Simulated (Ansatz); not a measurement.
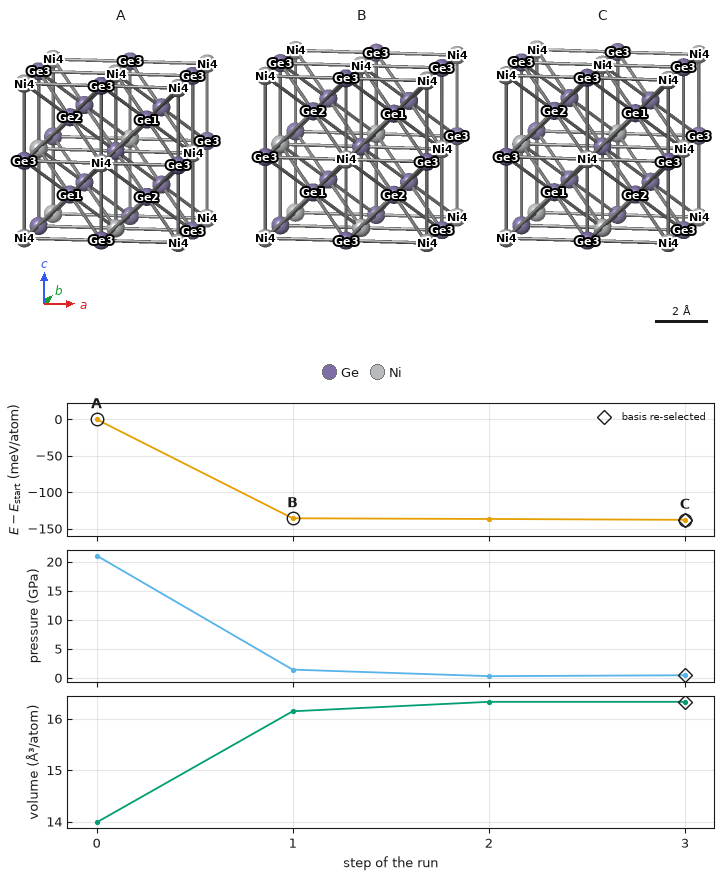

Frames of a relaxation of solid NiGe3 (built on the BiF3 (D0_3) type) (coarse preliminary run), marked on the history of the run. A ball-and-stick model of the conventional cell (4 times the calculation's cell), seen slightly off an axis. Lengths and directions refer to the drawn axes.

The calculation used DFT PBE, scalar-relativistic, plane waves, PAW (Ansatz 0.2.0). Settings: plane-wave cutoff 420 eV; k-point mesh 6 × 6 × 6; occupations gaussian; smearing width 0.1 eV; no spin polarisation; cell and atoms relaxed; force threshold 0.05 eV/Å; at most 80 steps.

What happens along the run?

The energy falls by 138 meV per atom in 2 accepted moves (3 points after the start). All forces vanish by symmetry, so only the cell relaxes. Pressure: 21.08 GPa at the start and 0.46 GPa at the end. At 1 point the geometry stayed and the basis and grid were re-selected for the new cell (energy shift of 1.2 meV per atom at most each time). No atom moves by more than 0.005 Å relative to the cell. The volume changes by +16.8 %, with a = b = c 6.071 → 6.393 Å (+5.3 %). Some distances before and after: Ge3–Ni4 3.036 → 3.197 Å, Ge1–Ge3 2.629 → 2.768 Å, Ge1–Ni4 2.629 → 2.768 Å. The space group stays Fm-3m (No. 225). From step 0 to 1: volume +15.5 %, energy −136 meV per atom. From step 1 to 3: volume +1.1 %, energy −2.1 meV per atom.

```
step  E − E(0), meV/atom  pressure, GPa  volume, Å³/atom                      note
   0                0.00          21.08           13.986                          
   1             -135.71           1.43           16.149                          
   2             -136.65           0.31           16.333                          
   3             -137.83           0.46           16.333  same geometry, new basis
```
